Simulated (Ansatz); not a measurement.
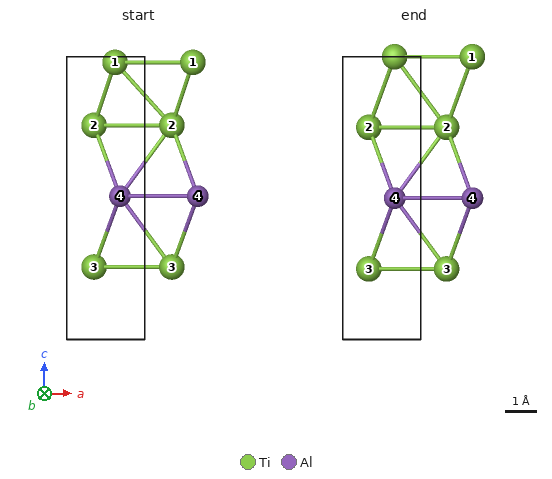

The structure of crystalline Ti3Al (set up in P1) before (left) and after (right) a relaxation, at one scale.

The picture is a ball-and-stick view of the cell of the calculation, repeated 2 × 1 × 1 with one cell outlined, seen along the b axis.

Theory: DFT r2SCAN, scalar-relativistic, plane waves, PAW (Ansatz).

The input:
```yaml
crystal:
  lattice:
    - [2.9214297642, 0.0, 0.0]
    - [-1.4607148821, 2.5300323912, 0.0]
    - [0.0, 0.0, 9.2010097397]
  atoms:
    - { symbol: Ti, position: [0.6192564258, 0.3216701537, -0.0203327236] }
    - { symbol: Ti, position: [0.349136747, 0.6705543932, 0.7571627761] }
    - { symbol: Ti, position: [0.349136747, 0.6705543932, 0.2563923729] }
    - { symbol: Al, position: [0.6824700803, 0.3372210599, 0.5067775745] }
basis:
  ecutwfc: 500
kpoints:
  mp_grid: { grid: [12, 12, 4] }
hamiltonian:
  xc: r2scan
scf:
  occupations: { method: gaussian, width: 0.15 }
output:
  forces: true
  stress: true
  eigenvalues: true
relax:
  adjacent_minimum: "off"
  f_tol: 0.01
  max_steps: 80
  cell: { stress_tol: 0.1 }
```

Command:
```bash
ansatz run input.yaml --threads 2 --pin off --max-ram 5120MiB --backend cpu --events-out ev --progress --plain --runs-dir out
```

**Summarise the run.**

Over 4 accepted moves (5 points after the start) the energy falls by 55.1 meV per atom. Largest force component: 1.7 eV/Å at the start, 0.002 eV/Å at the end. The pressure goes from 1.34 to 0.01 GPa. At 1 point the geometry stayed and the basis and grid were re-selected for the new cell (energy shift of less than 0.05 meV per atom at most each time). The largest move relative to the cell is that of Ti1, 0.22 Å roughly along [2 0 1]. By element the largest moves are Ti 0.22 Å, Al 0.08 Å. The drawn cell changes at constant volume: a 2.921 → 2.922 Å (0.0 %), b 2.921 → 2.925 Å (+0.1 %), c 9.201 → 9.197 Å (0.0 %). Near-neighbour distances that change, for instance: Ti1–Ti3 3.146 → 2.851 Å, Ti1–Ti2 2.580 → 2.847 Å, Ti1–Ti2 (another image) 2.633 → 2.849 Å, Ti1–Ti3 (another image) 3.037 → 2.849 Å. The space group (tolerance 0.01 Å) goes from P1 (No. 1) to P-6m2 (No. 187).
